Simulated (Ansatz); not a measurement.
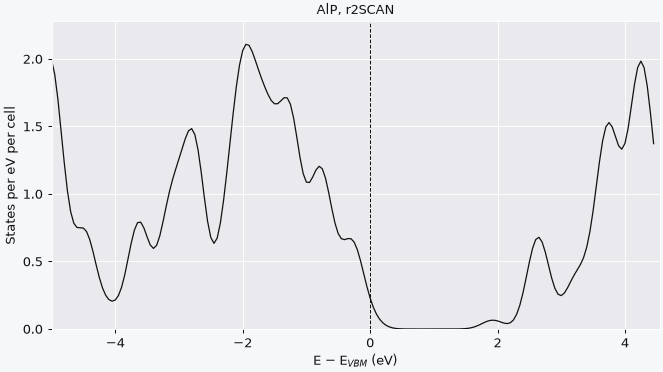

Density of states. Energies are counted from the top of the valence band. The curve is built from the levels of the k mesh with Gaussians 0.4 eV wide, which also blur the band edges.

Calculation on AlP, space group F-43m, 2 atoms in the cell; a = 3.87 Å, b = 3.87 Å, c = 3.87 Å, α = 60.00°, β = 60.00°, γ = 60.00°.

Computed with Ansatz 0.2.0: DFT, r2SCAN, plane waves, PAW, no spin polarisation, 6×6×6 k mesh, 500 eV cutoff.

Question: Metal or insulator, going by the density of states?

Answer: There is a gap; over the k points computed it is 1.92 eV (indirect; the smallest direct gap is 3.91 eV).

Question: Where is the tallest peak of the filled states in the window?

Answer: Within the window shown, the tallest peak of the filled states lies 1.9 eV under the valence-band top, at about 2.1 states per eV and cell.
